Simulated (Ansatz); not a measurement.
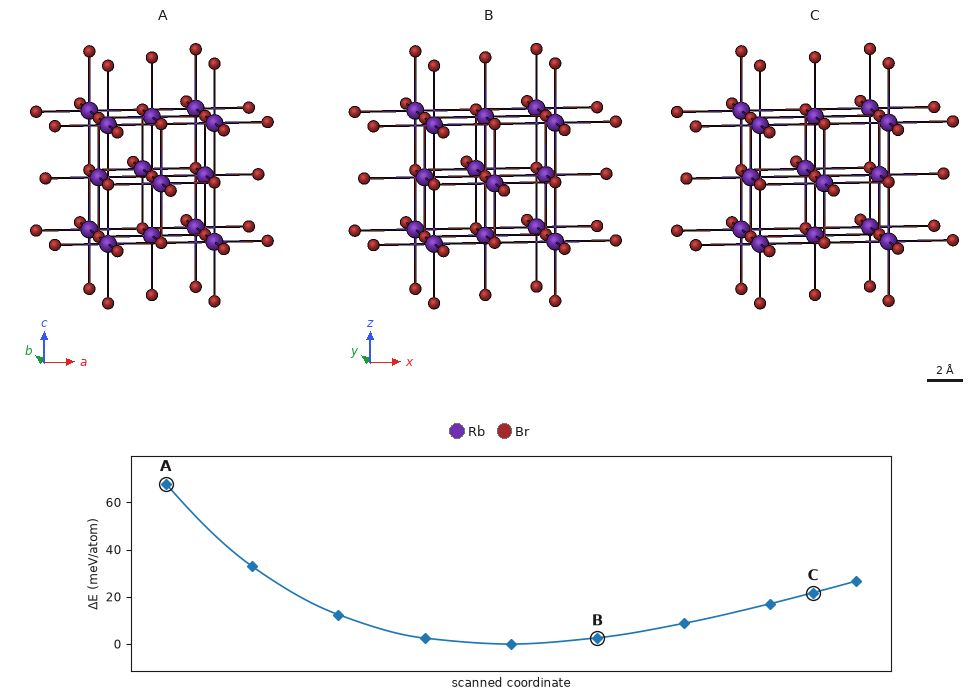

Frames of a one-coordinate scan of crystalline RbBr (Fm-3m). x, y and z are the Cartesian axes of the input. Style: ball-and-stick. Shown: the conventional cell (4 times the calculation's cell), along the b axis, with a slight tilt. Lengths and directions refer to the drawn axes.

The calculation used DFT PBEsol, scalar-relativistic, plane waves, PAW (Ansatz). (plane-wave cutoff 420 eV; k-point mesh 6 × 6 × 6; occupations gaussian; smearing width 0.05 eV; no spin polarisation). Energies (free energies at the smearing named) are counted from the cell as listed in its source, which wasn't relaxed.

### Which coordinate changes from frame to frame?

The cell is strained along x alone, with the atoms kept at their fractional coordinates. In the frames the strain is −0.10 (A), 0.025 (B), 0.0875 (C). The lowest computed point lies at the strain 0.00 (0.0 meV/atom). At the ends of the scan the energy is 68.0 meV/atom (−0.10) and 26.7 meV/atom (0.10). The distortion takes the space group from Fm-3m to I4/mmm. At the strain −0.10 the cell of the drawing goes a 6.855 → 6.170 Å.
